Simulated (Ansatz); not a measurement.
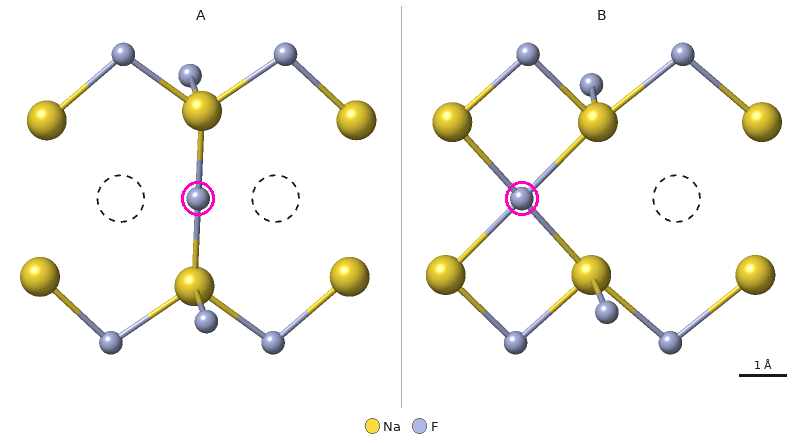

A vacancy jump of fluorine in NaF (Fm-3m phase), in a cell of charge +1 (on a uniform background) with 15 atoms, whose images lie 6.6 Å apart. One frame is the relaxed vacancy; in the other the neighbouring F atom (ringed) was set half-way along its jump of 3.32 Å and all atoms were relaxed in the symmetry of that start. Dashed circles mark empty sites. Style: ball-and-stick. Shown: the slice 3.8 Å thick through the jump, out to 4.1 Å from its middle, across the jump.

The calculation used DFT PBE, scalar-relativistic, plane waves, PAW in Ansatz. Settings: plane-wave cutoff 420 eV; k-point mesh 4 × 4 × 4; occupations gaussian; smearing width 0.05 eV; no spin polarisation; atoms relaxed in a fixed cell; force threshold 0.02 eV/Å.

### Which frame is the half-way one, and how far apart are the two in energy?

Frame A is the half-way start after relaxation. It lies 0.75 eV above the relaxed vacancy. The atom stays half-way, on the straight line. The symmetry of the start was kept and can hold it there, so for a path with one hump at the middle this is the barrier or an upper bound to it. There it has 2 Na as nearest neighbours, the closest at 2.02 Å. The gap on the mesh is 4.89 eV with the relaxed vacancy and 4.90 eV half-way.

Limits of the set-up: the periodic images lie only 6.6 Å apart, so the values are limited by the cell's size; the cell is charged, on a uniform background, and energies carry no finite-size correction.
